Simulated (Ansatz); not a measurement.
# Calculations on Sn

**1. Scan**

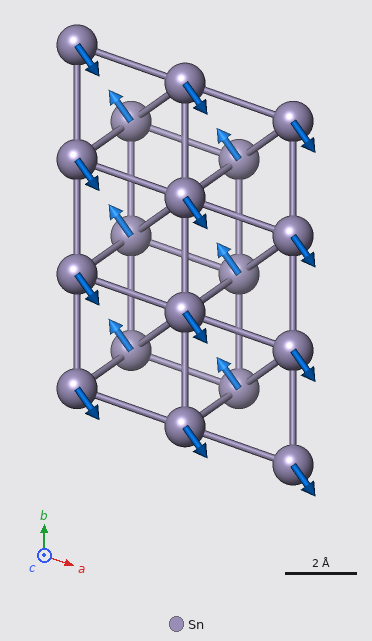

A scan of a crystal of Sn (Im-3m): a normal mode of wave vector (0, 0, 1/2) of the primitive cell, folded into a doubled cell, is frozen in with the cell fixed, the amplitude being the largest displacement of an atom. The picture shows the reference cell. The blue arrows give the direction of positive displacement. A ball-and-stick model of the cell of the calculation, repeated 2 × 3 × 1 with one cell outlined, seen along the c axis.

All numbers below come from DFT PBEsol, scalar-relativistic, plane waves, PAW in Ansatz 0.2.0. (plane-wave cutoff 420 eV; k-point mesh 20 × 20 × 12; occupations gaussian; smearing width 0.15 eV; no spin polarisation). Energies (free energies at the smearing named) are counted from the relaxed crystal.

The input:
```yaml
crystal:
  lattice:
    - [-1.8723950223, 1.8723950223, 1.8723950223]
    - [1.8723950223, -1.8723950223, 1.8723950223]
    - [3.7447900446, 3.7447900446, 0.0]
  atoms:
    - { symbol: Sn, position: [0.0, 0.0, 0.0] }
    - { symbol: Sn, position: [0.5, 0.5, 0.5] }
basis:
  ecutwfc: 420
kpoints:
  mp_grid: { grid: [20, 20, 12] }
hamiltonian:
  xc: pbesol
scf:
  occupations: { method: gaussian, width: 0.15 }
output:
  forces: true
  stress: true
  eigenvalues: true
```

Launched with:
```bash
ansatz run input.yaml --threads 2 --pin off --max-ram 5120MiB --backend cpu --events-out ev --progress --plain --runs-dir out
```

Give the energy at each point (the amplitude: −0.40, −0.30, −0.20, −0.10, 0.00, 0.05, 0.10, 0.15, 0.20, 0.25, 0.30, 0.35, 0.40 Å).

Answer.
| largest displacement (Å) | ΔE (meV/cell) |
| --- | --- |
| −0.40 | 13.9 |
| −0.30 | 4.1 |
| −0.20 | 0.5 |
| −0.10 | −0.1 |
| 0.00 | 0.0 |
| 0.05 | 0.0 |
| 0.10 | −0.1 |
| 0.15 | 0.0 |
| 0.20 | 0.5 |
| 0.25 | 1.7 |
| 0.30 | 4.1 |
| 0.35 | 8.0 |
| 0.40 | 13.9 |

Points that are alike by symmetry were computed once.

The harmonic wavenumber of the mode is 4i cm⁻¹, a very soft mode. Of the computed points the lowest is at the amplitude −0.10 Å (by symmetry) and 0.05 Å and 0.10 Å, −0.1 meV/cell. The end points stand at 13.9 meV/cell (−0.40 Å) and 13.9 meV/cell (0.40 Å). The well is symmetric. The distortion takes the space group from Im-3m to Cmcm.

The computed profile (hollow markers are points alike by symmetry):

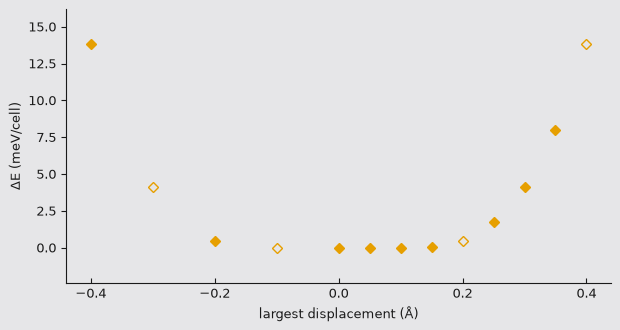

**2. Scan**

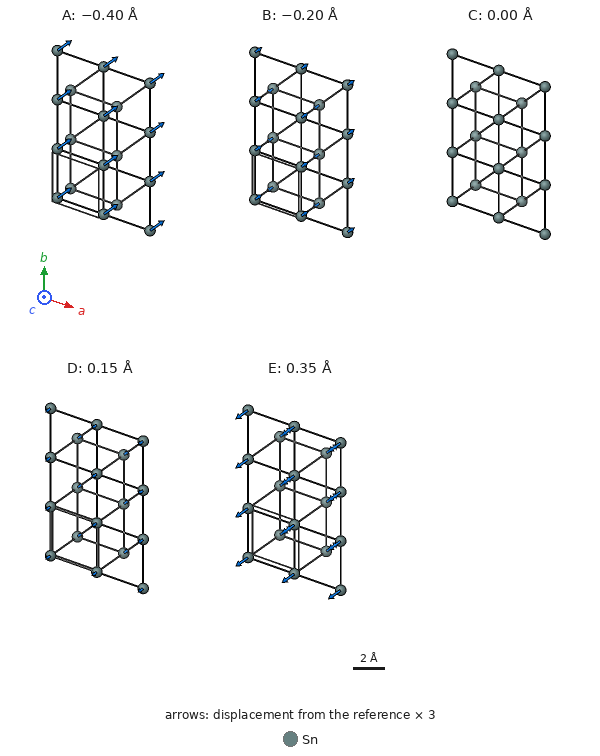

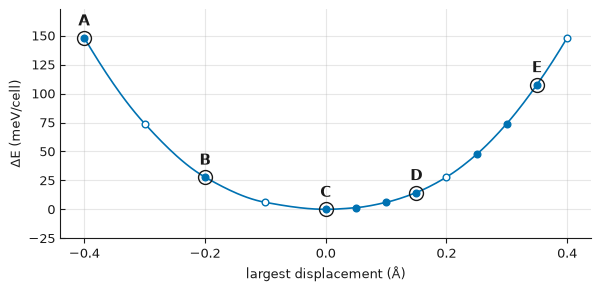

A scan of solid Sn (Im-3m): a normal mode of wave vector (0, 0, 1/2) of the primitive cell, folded into a doubled cell, is frozen in with the cell fixed, the amplitude being the largest displacement of an atom. The lettered frames are marked on the plot. Hollow markers are points alike by symmetry, not computed again. Style: ball-and-stick. Shown: the cell of the calculation, repeated 2 × 3 × 1 with one cell outlined, along the c axis. Blue arrows: displacements from the reference.

Computed with DFT PBEsol, scalar-relativistic, plane waves, PAW in Ansatz 0.2.0. Set-up: plane-wave cutoff 420 eV; k-point mesh 20 × 20 × 12; occupations gaussian; smearing width 0.15 eV; no spin polarisation. Energies (free energies at the smearing named) are counted from the relaxed crystal.

Question: What does the scan show?

Answer: The harmonic wavenumber of the mode is 36 cm⁻¹, a stable vibration. The lowest computed point lies at the amplitude 0.00 Å (0.0 meV/cell). The end points stand at 148.1 meV/cell (−0.40 Å) and 148.1 meV/cell (0.40 Å). The well is symmetric. At the highest point the shortest interatomic distance is 2.86 Å, against 3.24 Å in the reference. The distortion takes the space group from Im-3m to Cmcm.

The computed points:

```csv
largest displacement (Å),ΔE (meV/cell)
−0.40,148.1
−0.30,74.0
−0.20,27.8
−0.10,6.0
0.00,0.0
0.05,1.4
0.10,6.0
0.15,14.5
0.20,27.8
0.25,47.4
0.30,74.0
0.35,107.7
0.40,148.1
```

Points that are alike by symmetry were computed once.

**3. Energy map**

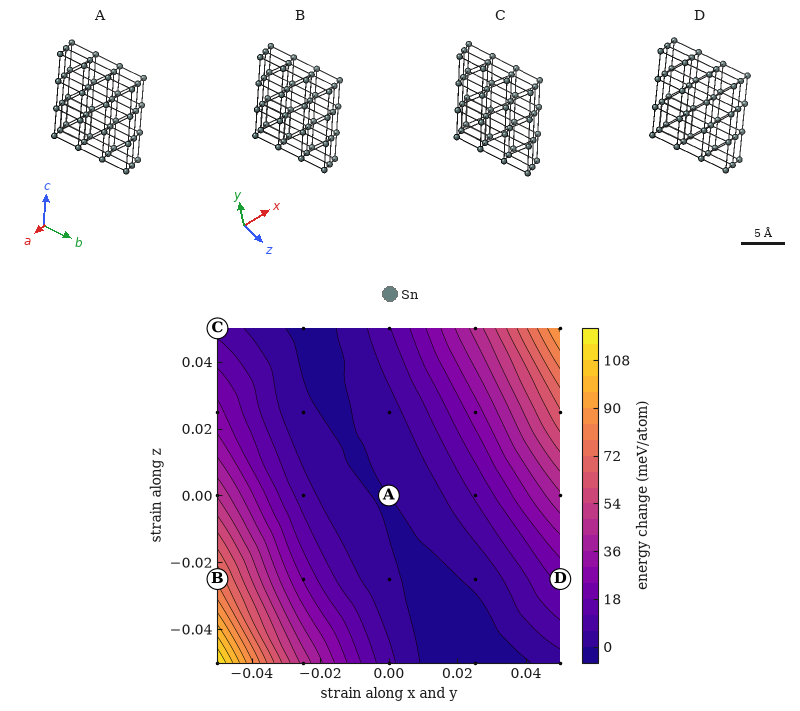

A scan of crystalline Sn (Im-3m): the cell is strained equally along x and y and separately along z, with the atoms kept at their fractional coordinates. x, y and z are the Cartesian axes of the input. The map is interpolated between the computed points (dots). The lettered frames are marked on it. Style: ball-and-stick. Shown: the cell of the calculation, repeated 2 × 3 × 3 with one cell outlined, slightly off an axis.

Theory: DFT PBEsol, scalar-relativistic, plane waves, PAW (Ansatz 0.2.0). Settings: plane-wave cutoff 420 eV; k-point mesh 22 × 22 × 22; occupations gaussian; smearing width 0.15 eV; no spin polarisation. Energies (free energies at the smearing named) are counted from the relaxed crystal.

### Describe the energy landscape.

In pairs of (strain along x and y; strain along z): the lowest computed point lies at (0.025, −0.050) (−5.1 meV/atom), the highest at (−0.050, −0.050) (114.8 meV/atom). It lies on the edge of the grid, so the true minimum may be outside the range scanned. The pressure runs from −5.9 GPa at (0.050, 0.050) to 11.9 GPa at (−0.050, −0.050). The frames lie at A (0.000, 0.000): 0.0 meV/atom, B (−0.050, −0.025): 76.4 meV/atom, C (−0.050, 0.050): 10.0 meV/atom, D (0.050, −0.025): 19.8 meV/atom.

**4. One mode**

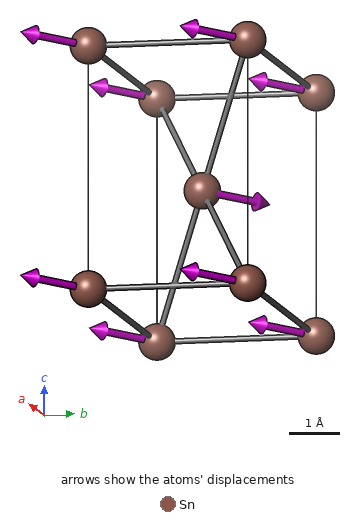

One vibrational mode of solid Sn at the zone centre of a doubled cell. The purple arrows give the relative displacements of the atoms. The picture is a ball-and-stick view of the cell of the calculation, seen from a free direction.

These are results of DFT PBEsol, scalar-relativistic, plane waves, PAW (Ansatz), not measurements. (plane-wave cutoff 420 eV; k-point mesh 20 × 20 × 12; occupations gaussian; smearing width 0.15 eV; no spin polarisation)

Question: Describe the mode and give its frequency.

Answer: This is a non-degenerate mode at 0.5i meV, the lowest level (the three translations aside). All motion is along [1 −1 0] of the drawn cell; atoms of one kind move against one another, with no net shift of their sublattice. It changes sign from one half of the doubled cell to the other: it belongs to the zone boundary, q = (0, 0, 1/2) in the reciprocal vectors of the undoubled cell. The frequency is so near zero that its sign isn't certain.
